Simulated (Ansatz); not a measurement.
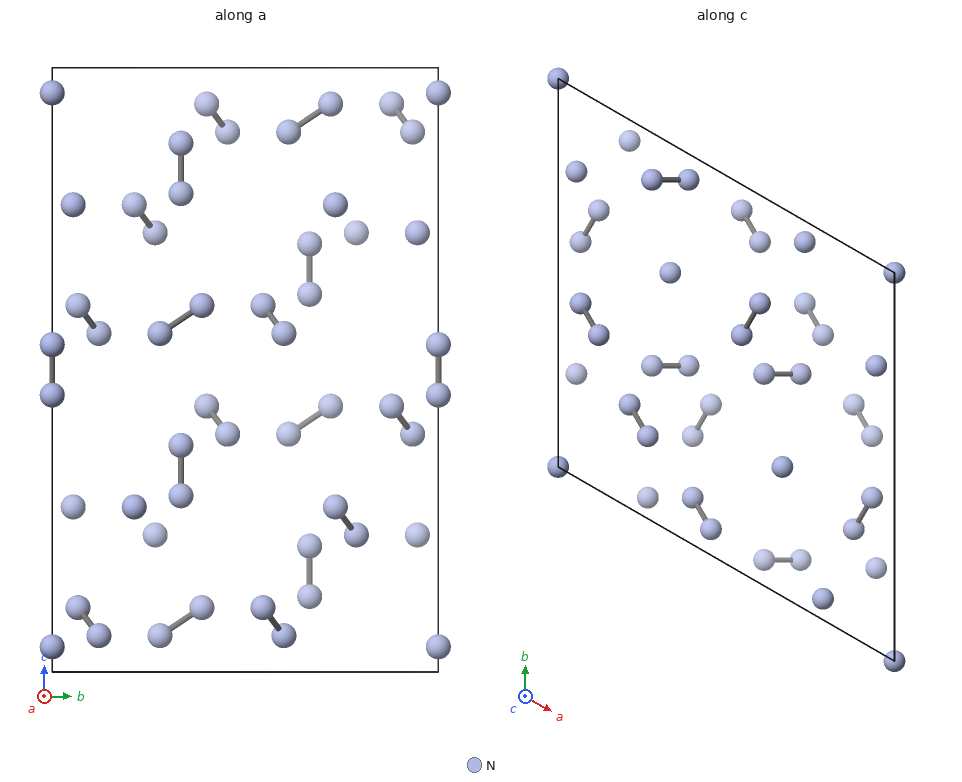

Shown here is a ball-and-stick view of the crystal, taken along the a axis and along the c axis. The parallelepiped is the conventional unit cell.

N, space group R-3c (No. 167), a = 9.74 Å, b = 9.74 Å, c = 13.21 Å, α = 90.00°, β = 90.00°, γ = 120.00°.

Theory: DFT, PBE-D3(BJ), plane waves, PAW (Ansatz 0.2.0). Numerical settings: wavefunction cutoff 420 eV, k-points about 0.22 Å⁻¹ apart, Fermi-Dirac smearing of 0.02 eV, no spin polarisation.

Question: Does it come out as a metal, or with a gap?

Answer: An insulator at this level, with a gap of 7.39 eV, indirect; the smallest direct gap is 7.45 eV.

Starting structure: a structure listed in the Materials Project. A relaxation with DFT, PBE-D3(BJ), plane waves, PAW (Ansatz) gave the geometry drawn.
